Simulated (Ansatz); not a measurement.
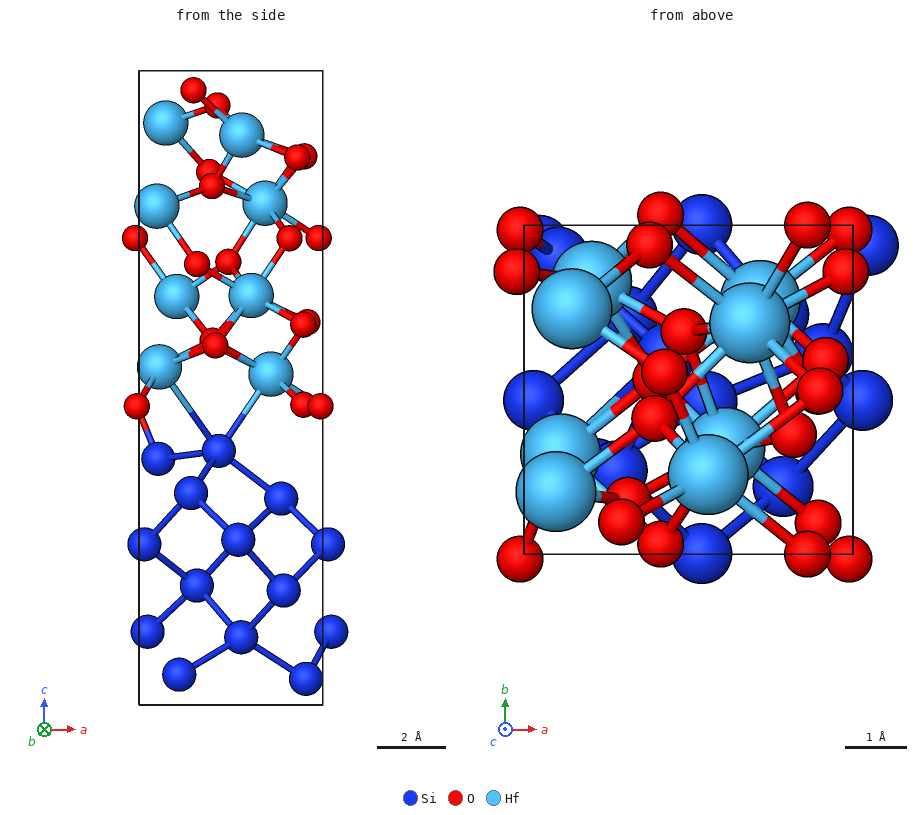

A ball-and-stick picture of a periodic stack of two materials, seen from the side and from above; the box is the simulation cell in a reduced setting, and 1×1 cells are drawn in the plane (a layer on the cell's face shows at both ends).

Describe the two parts of the stack.

Answer. Si (1 0 0) (Fd-3m, 12 atoms) and HfO2 (1 0 0) (P2_1/c, 24 atoms).

Give the in-plane cell and the period of the stack.

Answer. The in-plane vectors are 5.47 and 5.47 Å long, those of Si, to which HfO2 is strained; the stack repeats after 18.9 Å.

The atoms and the stacking vector were relaxed with DFT PBE, scalar-relativistic, plane waves, PAW in Ansatz 0.2.0, the in-plane cell held. The two parents, named as they started, are listed structures, not always the stable forms, and thin layers can change their stacking on relaxation.
